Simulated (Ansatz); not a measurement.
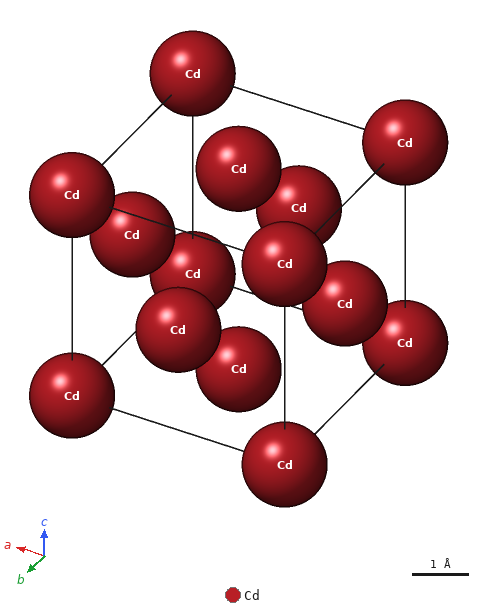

The starting point is a symmetric starting cell of Cd. Style: spheres-only. Shown: the conventional cell (4 times the calculation's cell), from a free direction. Lengths and directions refer to the drawn axes.

Computed with Ansatz, DFT PBEsol, scalar-relativistic, plane waves, PAW. Settings: plane-wave cutoff 420 eV; k-point mesh 15 × 15 × 16; occupations gaussian; smearing width 0.1 eV; no spin polarisation.

Change: The cell is strained by 0.0 % along [1 1 −1] and −6.0 % across it (volume −11.6 %), the atoms keeping their fractional coordinates. No relaxation follows. The starting cell wasn't computed here and needn't be at equilibrium, so pressure and forces aren't due to the change alone.

Input file:
```yaml
crystal:
  lattice:
    - [0.0, 2.08528258, 2.08528258]
    - [2.08528258, 0.0, 2.08528258]
    - [2.17400857, 2.17400857, -0.08872599]
  atoms:
    - { symbol: Cd, position: [0.0, 0.0, 0.0] }
basis:
  ecutwfc: 420
kpoints:
  mp_grid: { grid: [15, 15, 16] }
hamiltonian:
  xc: pbesol
scf:
  occupations: { method: gaussian, width: 0.1 }
output:
  forces: true
  stress: true
  eigenvalues: true
```

Command:
```bash
ansatz run input.yaml --threads 1 --pin off --max-ram 1331MiB --backend cpu --events-out ev --progress --plain --runs-dir out
```

### Predict the response.

Among the bonded contacts that change: Cd–Cd 3.137 → 2.949 to 3.076 Å. The space group (tolerance 0.01 Å) goes from Fm-3m (No. 225) to R-3m (No. 166). The pressure is 6.2 GPa (not all of it need come from the change, since the unchanged cell can be under pressure at this level too). The principal stresses (compression positive) are 6.9 GPa along [2 2 3], 6.5 GPa along [1 −1 0], 5.3 GPa along [1 1 −2]. All forces vanish by symmetry.

The changed structure in the same view:

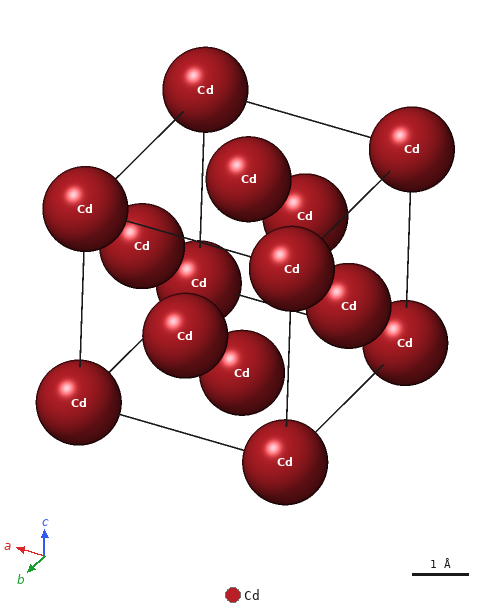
